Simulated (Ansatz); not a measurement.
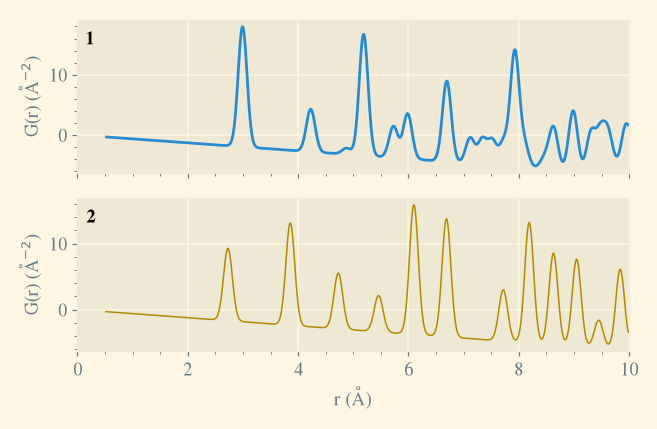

Each curve is a calculated X-ray PDF: distances of the static structure, each pair weighted by the product of the atomic numbers (X-ray weights at Q = 0), broadened by Gaussians with σ = 0.08 Å. No termination ripples are included.

Candidate polymorphs:

A. 
```xyz
4
Lattice="2.9971 0.0000 0.0000 -1.4985 2.5956 0.0000 0.0000 0.0000 9.7603" Properties=species:S:1:pos:R:3 pbc="T T T"
Li    0.0000    0.0000    0.0000
Li    0.0000    0.0000    4.8802
Li    0.0000    1.7304    2.4401
Li    1.4985    0.8652    7.3203
```

B. 
```
CELL_PARAMETERS angstrom
2.72939 0.00000 0.00000
0.00000 2.72939 0.00000
0.00000 0.00000 2.72939
ATOMIC_POSITIONS crystal
Li 0.00000 0.00000 0.00000
```

Origins: A, the geometry relaxed with Ansatz 0.2.0, DFT, LDA (PW92), plane waves (420 eV) with PAW, scalar-relativistic; the starting structure was generated, so it need not be a known form of this composition; B, the input geometry of an electronic-structure calculation (not necessarily at equilibrium); the starting structure was generated, so it need not be a known form of this composition.

Q: Match each curve to its structure.

A: curve 1 is A (Li, first clear peaks at 2.99 Å (Li–Li) and 4.23 Å (Li–Li)); curve 2 is B (Li, first clear peaks at 2.73 Å (Li–Li) and 3.86 Å (Li–Li)).
